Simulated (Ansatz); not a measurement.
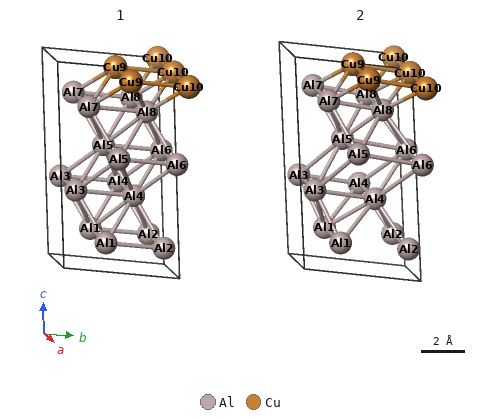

Two geometries of crystalline Al4Cu (a generated structure, set up in P1) (coarse preliminary run), drawn at one scale. One is the start of a relaxation, the other its converged end. The picture is a ball-and-stick view of the cell of the calculation, repeated 2 × 1 × 1 with one cell outlined, seen slightly off an axis.

Computed with Ansatz, DFT PBE, scalar-relativistic, plane waves, PAW. Settings: plane-wave cutoff 420 eV; k-point mesh 8 × 4 × 8; occupations gaussian; smearing width 0.2 eV; no spin polarisation; cell and atoms relaxed; force threshold 0.025 eV/Å; at most 60 steps.

### Which geometry has the lower energy?

Structure 1 is the relaxed one. The energy falls by 1.180 eV per cell of the calculation in 3 accepted moves (4 points after the start). Largest force component: 1.4 eV/Å at the start, 0.024 eV/Å at the end. The pressure goes from −0.83 to −0.06 GPa. The SCF was repeated once at an unchanged geometry on a basis and grid sized afresh for the cell, which shifted the energy by 2.8 meV per cell of the calculation at most. The atom that moves furthest relative to the cell is Al1 (0.30 Å along [3 2 0]). By element the largest moves are Al 0.30 Å, Cu 0.18 Å. The volume changes by −5.2 %, with a 2.911 → 2.839 Å (−2.5 %), b 5.731 → 5.683 Å (−0.8 %), c 9.991 → 9.722 Å (−2.7 %), α 99.8° → 98.4°, β 99.6° → 98.4°, γ 89.6° → 90.0°. Some distances before and after: Al4–Al5 3.346 → 2.826 Å, Al1–Al2 3.249 → 2.841 Å, Al4–Al5 (another image) 3.214 → 2.825 Å, Al6–Al8 3.256 → 2.885 Å. The space group (tolerance 0.01 Å) goes from P1 (No. 1) to I4/mmm (No. 139). The run took 7.8 min on 1 thread of Intel(R) Xeon(R) Processor @ 2.70GHz, with other jobs on the host, peak memory 0.88 GiB.
